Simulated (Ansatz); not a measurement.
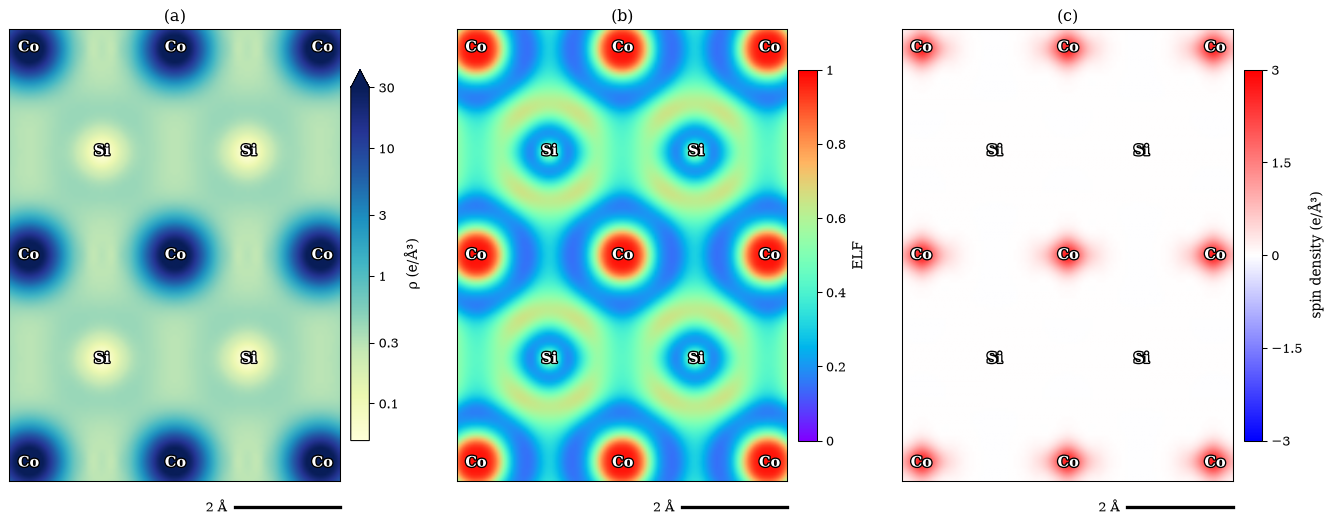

*CoSi. (a) valence pseudo-density; (b) ELF; (c) magnetisation density (up minus down) on the (11̄0) plane of the calculation cell.*

Space group Pm-3m; a structure from a database of computed crystals, not necessarily the ambient phase; spin-polarised.

These are results of DFT, PBE, PAW with Ansatz's default frozen-core files, scalar-relativistic in Ansatz 0.2.0, not measurements.

Core electrons are frozen (PAW), and the valence fields are smoothed inside the atomic spheres.

### Interpret the plot.

Atoms in the plane: Co and Si. Co–Si (2.41 Å): ρ at the midpoint is about 0.41 e/Å³; the ELF peaks at about 0.65 in the valence shell of Si, 0.9 Å from its nucleus, and is about 0.45 at the midpoint. Between the atoms the lowest density in this plane is 0.27 e/Å³. The features right at Co lie inside the PAW spheres, where the map follows smoothed inner orbitals and isn't to be read closely. The spin density sits on Co: +0.6 μB (×2) in one cell of 4 atoms: parallel main moments (a ferromagnetic arrangement) in this solution. The cell of the calculation (4 atoms) carries 1.2 μB of net spin moment.
